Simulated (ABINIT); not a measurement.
Phonon calculation of Al2Ru (part 2 of 2)

Al2Ru (3 atoms in the cell); Kohn-Sham DFT of a periodic cell, PBEsol, PseudoDojo NC SR PBEsol v0.4.1 standard, no spin polarisation (ABINIT 10.8.3); cutoff 1034.03 eV, 10×10×10 k-mesh, cold smearing of 0.136 eV. The structure derives from a Materials Project entry.

Geometry of the input (Å; fractional positions):
```
-1.5604  1.5604  4.2218
1.5604  -1.5604  4.2218
1.5604  1.5604  -4.2218
Ru 0.0000  0.0000  0.0000
Al 0.3408  0.3408  -0.0000
Al 0.6592  0.6592  0.0000
```

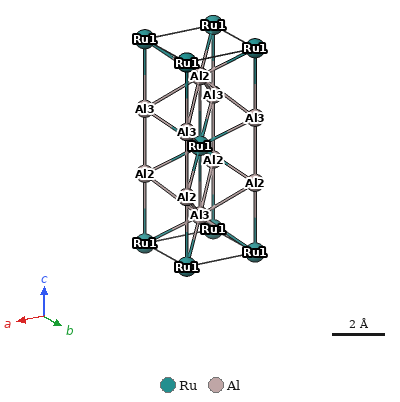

The input geometry (ball-and-stick view of the cell 2 times as large as that of the calculation, set on its symmetry axes, seen at an oblique angle; atoms are numbered from 1 in the order of the input). An atom can appear more than once, as a periodic image.

Log, continued:
```
 cartesian coordinates (angstrom) at end:
    1      0.00000000000000     0.00000000000000     0.00000000000000
    2     -0.00000000000000     0.00000000000000     2.87756419847602
    3      0.00000000000000    -0.00000000000000     5.56604698105598

 cartesian forces (hartree/bohr) at end:
    1     -0.00000000000000    -0.00000000000000    -0.00000000000000
    2      0.00000000000000    -0.00000000000000     0.00055175226848
    3      0.00000000000000     0.00000000000000    -0.00055175226848
 frms,max,avg= 2.6009851E-04 5.5175227E-04   0.000E+00  0.000E+00  0.000E+00 h/b

 cartesian forces (eV/Angstrom) at end:
    1     -0.00000000000000    -0.00000000000000    -0.00000000000000
    2      0.00000000000000    -0.00000000000000     0.02837224239910
    3      0.00000000000000     0.00000000000000    -0.02837224239910
 frms,max,avg= 1.3374803E-02 2.8372242E-02   0.000E+00  0.000E+00  0.000E+00 e/A
 length scales=  9.002214496166  9.002214496166  9.002214496166 bohr
              =  4.763766755800  4.763766755800  4.763766755800 angstroms
 Fermi (or HOMO) energy (hartree) =   0.43944   Average Vxc (hartree)=  -0.43744
 Eigenvalues (hartree) for nkpt= 102  k points:
 kpt#   1, nband= 19, wtk=  0.00100, kpt=  0.0000  0.0000  0.0000 (reduced coord)
  -2.22676   -1.12589   -1.12589   -1.12314    0.03719    0.23869    0.29768    0.36551
   0.36551    0.36580    0.40372    0.52640    0.61083    0.66401    0.66401    0.66745
   0.66745    0.72291    0.88872
      occupation numbers for kpt#   1
   2.00000    2.00000    2.00000    2.00000    2.00000    2.00000    2.00000    2.00000
   2.00000    2.00000    2.00000    0.00000    0.00000    0.00000    0.00000    0.00000
   0.00000    0.00000    0.00000
 prteigrs : prtvol=0 or 1, do not print more k-points.

--- !EnergyTerms
iteration_state     : {dtset: 1, }
comment             : Components of total free energy in Hartree
kinetic             :  3.45398276490245E+01
hartree             :  2.86417299089139E+01
xc                  : -1.92637680117305E+01
Ewald energy        : -6.88455776442157E+01
psp_core            :  1.71364381114703E+00
local_psp           : -9.09713151690172E+01
non_local_psp       :  8.44829372811205E+00
internal            : -1.05737165727766E+02
'-kT*entropy'       :  4.18893951253958E-07
total_energy        : -1.05737165308872E+02
total_energy_eV     : -2.87725484577486E+03
band_energy         : -7.04258201979565E+00
...

 Cartesian components of stress tensor (hartree/bohr^3)
  sigma(1 1)=  1.60768110E-05  sigma(3 2)=  0.00000000E+00
  sigma(2 2)=  1.60768110E-05  sigma(3 1)=  0.00000000E+00
  sigma(3 3)=  4.32885155E-05  sigma(2 1)=  0.00000000E+00

-Cartesian components of stress tensor (GPa)         [Pressure= -7.3986E-01 GPa]
- sigma(1 1)=  4.72996110E-01  sigma(3 2)=  0.00000000E+00
- sigma(2 2)=  4.72996110E-01  sigma(3 1)=  0.00000000E+00
- sigma(3 3)=  1.27359210E+00  sigma(2 1)=  0.00000000E+00

================================================================================
== DATASET  2 ==================================================================

--- !DatasetInfo
iteration_state: {dtset: 2, }
dimensions: {natom: 3, nkpt: 504, mband: 19, nsppol: 1, nspinor: 1, nspden: 1, mpw: 3130, }
cutoff_energies: {ecut:  38.0, pawecutdg:  -1.0, }
electrons: {nelect:   2.20000000E+01, charge:   0.00000000E+00, occopt:   4.00000000E+00, tsmear:   4.99791000E-03, }
meta: {optdriver: 1, rfphon: 1, }
...

 mkfilename : getwfk/=0, take file _WFK from output of DATASET   1.

 Real(R)+Recip(G) space primitive vectors, cartesian coordinates (Bohr,Bohr^-1):
 R(1)= -2.9487695  2.9487695  7.9780563  G(1)=  0.0000000  0.1695623  0.0626719
 R(2)=  2.9487695 -2.9487695  7.9780563  G(2)=  0.1695623  0.0000000  0.0626719
 R(3)=  2.9487695  2.9487695 -7.9780563  G(3)=  0.1695623  0.1695623  0.0000000
 Unit cell volume ucvol=  2.7748451E+02 bohr^3
 Angles (23,13,12)=  1.41758456E+02  1.41758456E+02  5.51928116E+01 degrees
 setup1 : take into account q-point for computing boxcut.

 getcut: wavevector=  0.0000  0.0000  0.0000  ngfft=  50  50  50
         ecut(hartree)=     38.000   => boxcut(ratio)=   2.00280
--------------------------------------------------------------------------------

 ==>  initialize data related to q vector <==

 The list of irreducible perturbations for this q vector is:
    1)    idir= 1    ipert=   1
    2)    idir= 1    ipert=   2

================================================================================

 The perturbation idir=   2  ipert=   1 is
 symmetric of a previously calculated perturbation.
 So, its SCF calculation is not needed.

 The perturbation idir=   3  ipert=   1 is
 symmetric of a previously calculated perturbation.
 So, its SCF calculation is not needed.

 The perturbation idir=   2  ipert=   2 is
 symmetric of a previously calculated perturbation.
 So, its SCF calculation is not needed.

 The perturbation idir=   3  ipert=   2 is
 symmetric of a previously calculated perturbation.
 So, its SCF calculation is not needed.

 The perturbation idir=   1  ipert=   3 is
 symmetric of a previously calculated perturbation.
 So, its SCF calculation is not needed.

 The perturbation idir=   2  ipert=   3 is
 symmetric of a previously calculated perturbation.
 So, its SCF calculation is not needed.

 The perturbation idir=   3  ipert=   3 is
 symmetric of a previously calculated perturbation.
 So, its SCF calculation is not needed.

--------------------------------------------------------------------------------
 Perturbation wavevector (in red.coord.)   0.000000  0.000000  0.000000
 Perturbation : displacement of atom   1   along direction   1
 Found     2 symmetries that leave the perturbation invariant.
 symkpt : the number of k-points, thanks to the symmetries,
 is reduced to   282 .

--------------------------------------------------------------------------------

--------------------------------------------------------------------------------

 dfpt_looppert : total number of electrons, from k and k+q
  fully or partially occupied states are    2.200000E+01 and    2.200000E+01.
 Initialisation of the first-order wave-functions :
  ireadwf=   0

--- !BeginCycle
iteration_state: {dtset: 2, }
solver: {iscf: 7, nstep: 80, nline: 4, wfoptalg: 0, }
tolerances: {tolvrs: 1.00E-08, }
...

     iter   2DEtotal(Ha)        deltaE(Ha) residm    vres2
-ETOT  1   11.967125241502     -1.012E+04 2.358E+01 1.833E+04
 ETOT  2   6.9796847119512     -4.987E+00 4.564E-01 1.090E+02
 ETOT  3   6.9627820475368     -1.690E-02 2.176E-02 3.199E+00
 ETOT  4   6.9619007756671     -8.813E-04 4.591E-03 3.234E-01
 ETOT  5   6.9618390924632     -6.168E-05 2.760E-04 5.932E-03
 ETOT  6   6.9618385397068     -5.528E-07 9.270E-05 6.931E-05
 ETOT  7   6.9618385314395     -8.267E-09 6.313E-06 9.068E-07
 ETOT  8   6.9618385316196      1.801E-10 2.266E-06 1.584E-06
 ETOT  9   6.9618385315141     -1.055E-10 1.642E-07 1.475E-07
 ETOT 10   6.9618385310648     -4.493E-10 5.738E-08 8.114E-11

 At SCF step   10       vres2   =  8.11E-11 < tolvrs=  1.00E-08 =>converged.
================================================================================

 ----iterations are completed or convergence reached----

 Mean square residual over all n,k,spin=   43.397E-12; max=  57.376E-09

 2DEtotal=    0.6961838531E+01 Ha. Also 2DEtotal=    0.189441277251E+03 eV
    (2DErelax=   -1.0121036869E+04 Ha. 2DEnonrelax=    1.0127998708E+04 Ha)
    (  non-var. 2DEtotal :    6.9618376371E+00 Ha)

--------------------------------------------------------------------------------
 Perturbation wavevector (in red.coord.)   0.000000  0.000000  0.000000
 Perturbation : displacement of atom   2   along direction   1
 Found     2 symmetries that leave the perturbation invariant.
 symkpt : the number of k-points, thanks to the symmetries,
 is reduced to   282 .

--------------------------------------------------------------------------------

--------------------------------------------------------------------------------

 dfpt_looppert : total number of electrons, from k and k+q
  fully or partially occupied states are    2.200000E+01 and    2.200000E+01.
 Initialisation of the first-order wave-functions :
  ireadwf=   0

--- !BeginCycle
iteration_state: {dtset: 2, }
solver: {iscf: 7, nstep: 80, nline: 4, wfoptalg: 0, }
tolerances: {tolvrs: 1.00E-08, }
...

     iter   2DEtotal(Ha)        deltaE(Ha) residm    vres2
-ETOT  1   11.141467482146     -5.385E+01 1.178E+00 1.937E+04
 ETOT  2   12.207868151283      1.066E+00 1.446E-01 1.734E+04
 ETOT  3   9.7857685622184     -2.422E+00 1.338E-02 3.092E+03
 ETOT  4   9.2667886192017     -5.190E-01 1.477E-02 6.085E+00
 ETOT  5   9.2659737697654     -8.148E-04 2.622E-03 3.391E-02
 ETOT  6   9.2659633505815     -1.042E-05 3.334E-03 1.155E-03
 ETOT  7   9.2659631411407     -2.094E-07 5.511E-04 1.423E-05
 ETOT  8   9.2659631375592     -3.581E-09 7.814E-04 7.597E-07
 ETOT  9   9.2659631373990     -1.602E-10 1.574E-04 6.795E-09

 At SCF step    9       vres2   =  6.79E-09 < tolvrs=  1.00E-08 =>converged.
================================================================================

 ----iterations are completed or convergence reached----

 Mean square residual over all n,k,spin=   33.548E-09; max=  15.736E-05

 2DEtotal=    0.9265963137E+01 Ha. Also 2DEtotal=    0.252139701873E+03 eV
    (2DErelax=   -5.5726829693E+01 Ha. 2DEnonrelax=    6.4992792830E+01 Ha)
    (  non-var. 2DEtotal :    9.2659637642E+00 Ha)

================================================================================

 ---- first-order wavefunction calculations are completed ----

 ==> Compute Derivative Database <==

  Dynamical matrix, in cartesian coordinates,
   if specified in the inputs, asr has been imposed
     j1       j2             matrix element
  dir pert dir pert     real part    imaginary part

   1    1   1    1         0.0918158445        -0.0000000000
   1    1   1    2        -0.0459079223         0.0000000000
   1    1   1    3        -0.0459079223         0.0000000000

   2    1   2    1         0.0918158445        -0.0000000000
   2    1   2    2        -0.0459079223         0.0000000000
   2    1   2    3        -0.0459079223         0.0000000000

   3    1   3    1         0.0842900085        -0.0000000000
   3    1   3    2        -0.0421450043         0.0000000000
   3    1   3    3        -0.0421450043        -0.0000000000

   1    2   1    1        -0.0459080316        -0.0000000000
   1    2   1    2         0.0793594356         0.0000000000
   1    2   1    3        -0.0334514041        -0.0000000000

   2    2   2    1        -0.0459080316        -0.0000000000
   2    2   2    2         0.0793594356        -0.0000000000
   2    2   2    3        -0.0334514041         0.0000000000

   3    2   3    1        -0.0421450939        -0.0000000000
   3    2   3    2         0.1238951876         0.0000000000
   3    2   3    3        -0.0817500937         0.0000000000

   1    3   1    1        -0.0459080316        -0.0000000000
   1    3   1    2        -0.0334514041         0.0000000000
   1    3   1    3         0.0793594356         0.0000000000

   2    3   2    1        -0.0459080316        -0.0000000000
   2    3   2    2        -0.0334514041        -0.0000000000
   2    3   2    3         0.0793594356         0.0000000000

   3    3   3    1        -0.0421450939         0.0000000000
   3    3   3    2        -0.0817500937        -0.0000000000
   3    3   3    3         0.1238951876         0.0000000000

  Phonon wavevector (reduced coordinates) :  0.00000  0.00000  0.00000
 Phonon energies in Hartree :
   0.000000E+00  0.000000E+00  0.000000E+00  1.146466E-03  1.196553E-03
   1.196553E-03  1.514475E-03  1.514475E-03  2.044777E-03
 Phonon frequencies in cm-1    :
   0.000000E+00  0.000000E+00  0.000000E+00  2.516201E+02  2.626129E+02
   2.626129E+02  3.323888E+02  3.323888E+02  4.487767E+02

== END DATASET(S) ==============================================================
================================================================================

 -outvars: echo values of variables after computation  --------
            acell      9.0022144962E+00  9.0022144962E+00  9.0022144962E+00 Bohr
           etotal1    -1.0573716531E+02
           etotal2     9.2659631374E+00
            fcart1    -9.8047873558E-20 -6.1907801141E-20 -0.0000000000E+00
                       3.3404396293E-20 -3.8875748539E-20  5.5175226848E-04
                       6.4643477264E-20  1.0078354968E-19 -5.5175226848E-04
            fcart2     0.0000000000E+00  0.0000000000E+00  0.0000000000E+00
                       0.0000000000E+00  0.0000000000E+00  0.0000000000E+00
                       0.0000000000E+00  0.0000000000E+00  0.0000000000E+00
            rprim     -3.2756045790E-01  3.2756045790E-01  8.8623264030E-01
                       3.2756045790E-01 -3.2756045790E-01  8.8623264030E-01
                       3.2756045790E-01  3.2756045790E-01 -8.8623264030E-01
           strten1     1.6076811009E-05  1.6076811009E-05  4.3288515509E-05
                       0.0000000000E+00  0.0000000000E+00  0.0000000000E+00
           strten2     0.0000000000E+00  0.0000000000E+00  0.0000000000E+00
                       0.0000000000E+00  0.0000000000E+00  0.0000000000E+00
           xangst      0.0000000000E+00  0.0000000000E+00  0.0000000000E+00
                      -7.5877300101E-17  2.2016152498E-17  2.8775641985E+00
                       1.7009675661E-16 -2.7427989809E-16  5.5660469811E+00
             xred      0.0000000000E+00  0.0000000000E+00  0.0000000000E+00
                       3.4079781000E-01  3.4079781000E-01 -1.7258523888E-17
                       6.5920219000E-01  6.5920219000E-01 -3.3383010128E-17
 Calculation completed.
```

Key numbers:

```tsv
quantity	value
outcome	converged
space group (tolerance 0.01 Å)	I4/mmm (139)
electrons treated	22
free energy	−2877.2548 eV
Fermi energy	11.958 eV
gap on the k-point mesh	none (metallic)
pressure	−0.74 GPa
largest force (length of the vector)	0.028 eV/Å
wall time	8.9 min (CPU time 36 min)
peak memory	1.2 GiB
```

Remarks:

Points of doubt noted for this run: k mesh coarse for metal response.
